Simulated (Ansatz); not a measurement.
# GaN: what the fields show

The calculation's input:

```
crystal:
  lattice:
    - [0.0, 2.135235, 2.135235]
    - [2.135235, 0.0, 2.135235]
    - [2.135235, 2.135235, 0.0]
  atoms:
    - { symbol: Ga, position: [0.0, 0.0, 0.0] }
    - { symbol: "N", position: [0.5, 0.5, 0.5] }
hamiltonian:
  xc: r2scanh
  pseudopotentials: { kind: paw }
kpoints:
  mp_grid: { grid: [6, 6, 6] }
  band_path:
    path:
      - [[0.0, 0.0, 0.0], [0.5, 0.0, 0.5], [0.5, 0.25, 0.75], [0.375, 0.375, 0.75], [0.0, 0.0, 0.0], [0.5, 0.5, 0.5], [0.625, 0.25, 0.625], [0.5, 0.25, 0.75], [0.5, 0.5, 0.5], [0.375, 0.375, 0.75]]
      - [[0.625, 0.25, 0.625], [0.5, 0.0, 0.5]]
    npoints: 4
scf:
  occupations: { method: fermi_dirac, width: 0.05 }
  n_extra_bands: 6
output:
  forces: true
  stress: true
  eigenvalues: true
  fatbands: false
  write_density: true
  write_potential: true
  elf: true
  volumetric_format: npy
```

Below, planes, directions and counts refer to the conventional cell (a = 4.27 Å, b = 4.27 Å, c = 4.27 Å, α = 90.00°, β = 90.00°, γ = 90.00°).

Space group Fm-3m; a structure from a database of computed crystals, not necessarily the ambient phase; computed pressure about −11 GPa in this cell.

Level of theory: Kohn-Sham DFT of a periodic cell, r2SCANh, Ansatz PAW (Ansatz).

The density is the valence pseudo-density of a PAW calculation; it isn't the true density close to the nuclei.

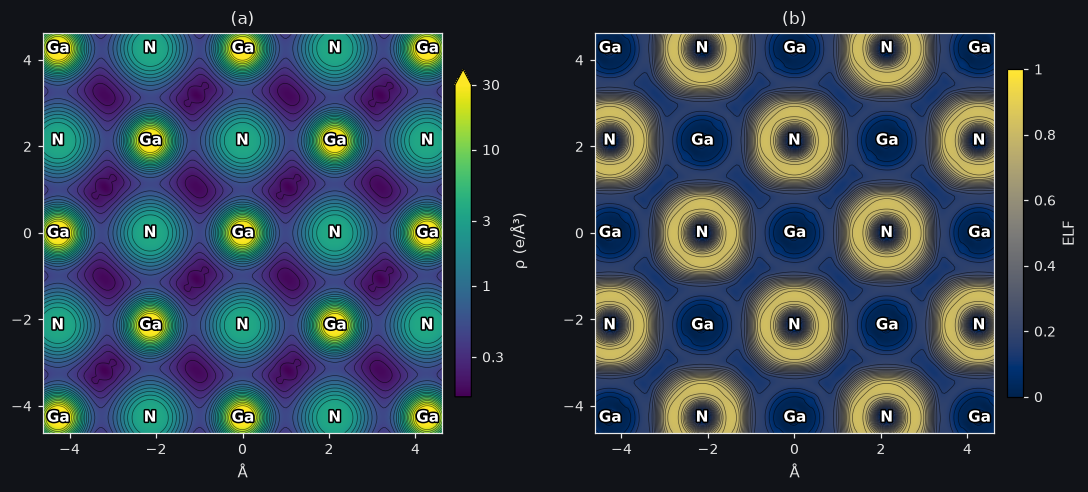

Figure 1. (a) valence pseudo-density; (b) electron localisation function on the (010) plane of the conventional cell.

Q: What do the fields say about this system?

A:
- The section cuts through Ga and N sites.
- Ga–N (2.14 Å): the density is about 0.5 e/Å³ at the midpoint; the ELF peaks at about 0.85 in the valence shell of N, 0.7 Å from its nucleus, and is about 0.40 at the midpoint.
- Between the atoms the lowest density in this plane is 0.15 e/Å³.

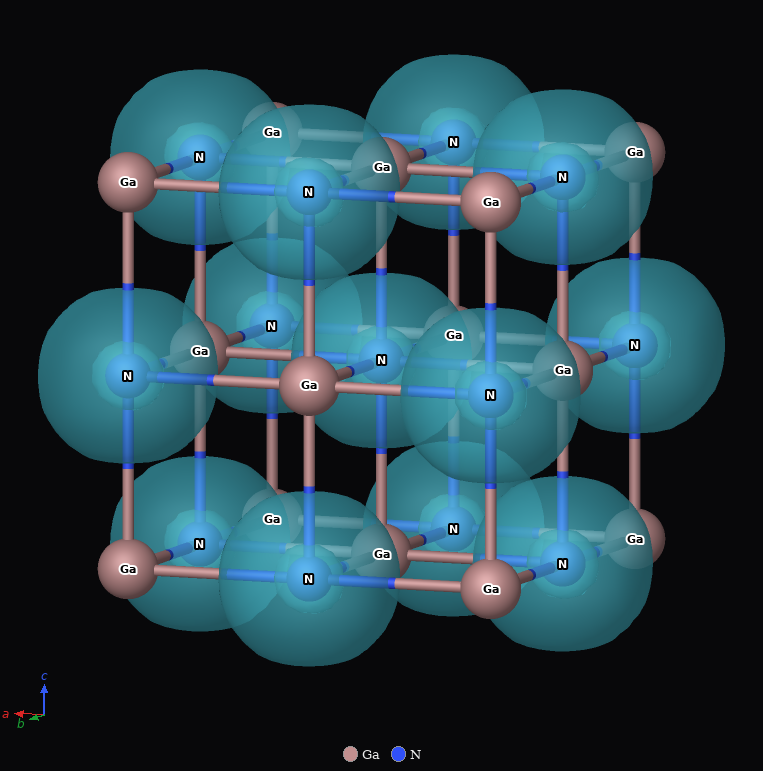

Figure 2. Isosurface of the ELF at 0.6 (cyan), seen at an oblique angle. Core shells and regions of very low density are left out. Sticks mark near contacts.

Q: Where are the electrons localised?

A: The ELF exceeds this value in four regions wrapped around N (the valence shell of each), counted in one cell of 8 atoms. Regions shared between cells count once.

Q: Does the calculation give a band gap?

A: It is gapped, with a Kohn–Sham gap of 1.6 eV on the k-point mesh, an upper bound to the gap of this method.
